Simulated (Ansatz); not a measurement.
Consider CO2.

```
O C
1.0
     3.94945    0.00000    0.00000
     0.00000    3.94945    0.00000
     0.00000    0.00000    6.02812
O C
8 4
Direct
  0.33480 0.25000 0.62500
  0.83480 0.75000 0.12500
  0.16520 0.25000 0.12500
  0.66520 0.75000 0.62500
  0.25000 0.66520 0.37500
  0.75000 0.16520 0.87500
  0.75000 0.33480 0.37500
  0.25000 0.83480 0.87500
  0.00000 0.00000 0.00000
  0.50000 0.50000 0.50000
  0.00000 0.50000 0.25000
  0.50000 0.00000 0.75000
```

Space group I-42d; a structure from a database of computed crystals, not necessarily the ambient phase; not relaxed (largest force 0.6 eV/Å); computed pressure about −14 GPa in this cell.

Theory: Kohn-Sham DFT of a periodic cell, LDA, Ansatz PAW in Ansatz.

What can the converged valence pseudo-density and electron localisation function tell about the bonding?

C–O (1.40 Å): the density is about 2.1 e/Å³ at the midpoint; the ELF peaks at about 0.85 between the atoms (a shared but strongly polarised pair).

Does the calculation make it a metal, or give it a gap?

It is gapped, with a Kohn–Sham gap of 7.5 eV on the k-point mesh, an upper bound to the gap of this method.

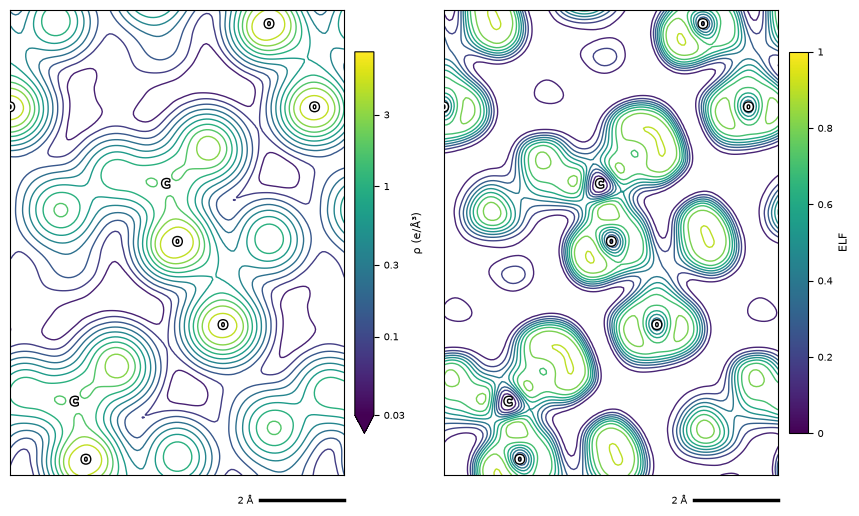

Computed valence pseudo-density and electron localisation function on the (111) plane of the conventional cell, in this order. Atoms just off the plane (O, 0.4 Å away and C, 0.5 Å away) can leave unmarked features too.
